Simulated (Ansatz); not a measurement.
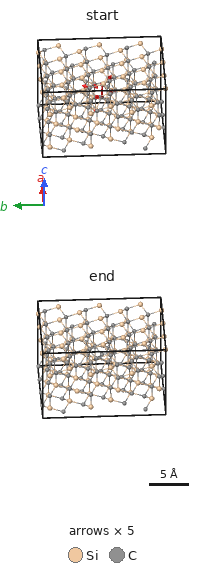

The structure of a defect cell of composition Si96C97 (cell charge +2) before (top) and after (bottom) a relaxation, at one scale. The red arrows give the displacements, 5 times their true length.

The picture is a ball-and-stick view of the cell of the calculation (origin shifted), seen from a free direction.

All numbers below come from DFT, PBEsol, PAW, plane waves (Ansatz 0.2.0). Settings: plane-wave cutoff 420 eV; k-point mesh 1 × 1 × 1; mesh shifted by (0.25, 0.25, 0.25); no spin polarisation; atoms relaxed in a fixed cell; force threshold 0.03 eV/Å; at most 80 steps.

Describe what moved and what it gained.

Answer. The energy falls by 5.121 eV per cell of the calculation in 8 geometry steps. Largest force component: 3.1 eV/Å at the start, 0.012 eV/Å at the end. The atom that moves furthest is a C atom (0.51 Å along +c). By element the largest moves are C 0.51 Å, Si 0.20 Å. The cell stays as it was. Some distances before and after: C–C 2.022 → 1.659 Å, C–C 1.995 → 1.665 Å, Si–Si 3.006 → 3.323 Å, C–Si 2.044 → 2.329 Å. New bonds form, among them: C–C (2.02 → 1.66 Å). Bond angles that change, for instance: C–Si–C 111.5° → 92.7°, C–Si–C 110.4° → 92.7°, C–Si–C 108.5° → 92.7°.

Limits of the set-up: the cell is charged, on a uniform background, and energies carry no finite-size correction.
